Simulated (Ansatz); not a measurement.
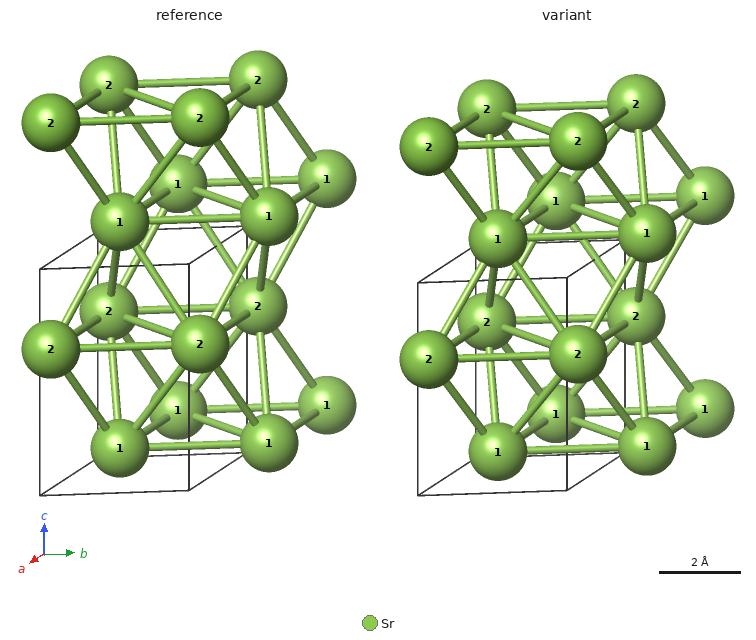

Left: a symmetric starting cell of Sr (made from another compound by putting Sr in place of Be). Right: the same structure after one change, at the same scale. A ball-and-stick model of the cell of the calculation, repeated 2 × 2 × 2 with one cell outlined, seen slightly off an axis.

These are results of DFT PBE, scalar-relativistic, plane waves, PAW in Ansatz, not measurements. Settings: plane-wave cutoff 420 eV; k-point mesh 15 × 15 × 8; occupations gaussian; smearing width 0.1 eV; no spin polarisation.

### Which change leads from the left to the right?

The cell is strained by −6.0 % along c and none across it (volume −6.0 %), the atoms keeping their fractional coordinates. No relaxation follows. The starting cell wasn't computed here and needn't be at equilibrium, so pressure and forces aren't due to the change alone.

### What does the change do?

The pressure is 12.5 GPa (not all of it need come from the change, since the unchanged cell can be under pressure at this level too). The principal stresses (compression positive) are 15.4 GPa along c and 11.0 GPa across it. All forces vanish by symmetry. Some distances before and after: Sr–Sr 3.621 → 3.482 Å. The space group stays P6_3/mmc (No. 194).
